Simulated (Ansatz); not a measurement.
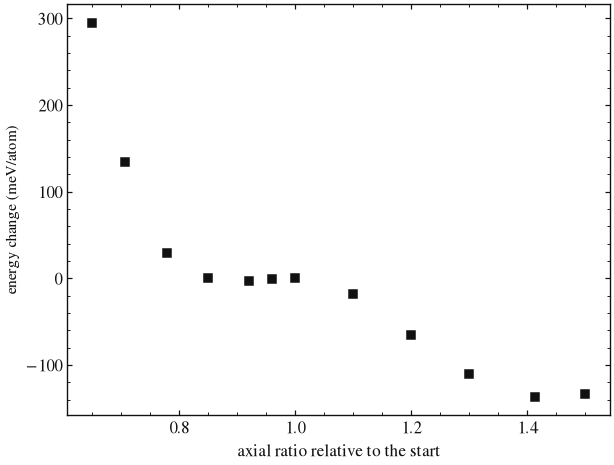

Plotted: energy change against relative axial ratio for TiAl, space group Pm-3m (No. 221).

Structure:
```
CELL_PARAMETERS angstrom
3.17135 0.00000 0.00000
0.00000 3.17135 0.00000
0.00000 0.00000 3.17135
ATOMIC_POSITIONS crystal
Ti 0.00000 0.00000 0.00000
Al 0.50000 0.50000 0.50000
```

Method: deformation of a crystal at fixed volume, lengths along the axis scaled against those across it, fractional coordinates fixed, by plane-wave density functional theory with PAW datasets, free energies less that of the undisturbed cell, pressure positive in compression; scalar-relativistic (Ansatz 0.2.0). Level: r2SCAN, no spin polarisation.

wave cutoff 500 eV; k mesh 22×22×22; occupations Gaussian; smearing width 0.15 eV; k shift (0, 0, 0) (mesh steps); start relaxed; path tetragonal; axis direction (0, 0, 1) (Cartesian unit vector).

From this curve and the settings, what does the calculation give for the pressure at the same points?

The pressure goes from 7.585 GPa at relative axial ratio 0.650 to 0.887 GPa at 1.500, not monotonically, with a low of 0.056 GPa at 1.000.

```
axial ratio relative to the start  pressure (GPa)
                            0.650           7.585
                            0.707           4.968
                            0.780           2.671
                            0.850           1.298
                            0.920           0.382
                            0.960           0.129
                            1.000           0.056
                            1.100           0.251
                            1.200           0.448
                            1.300           0.587
                            1.414           0.838
                            1.500           0.887
```
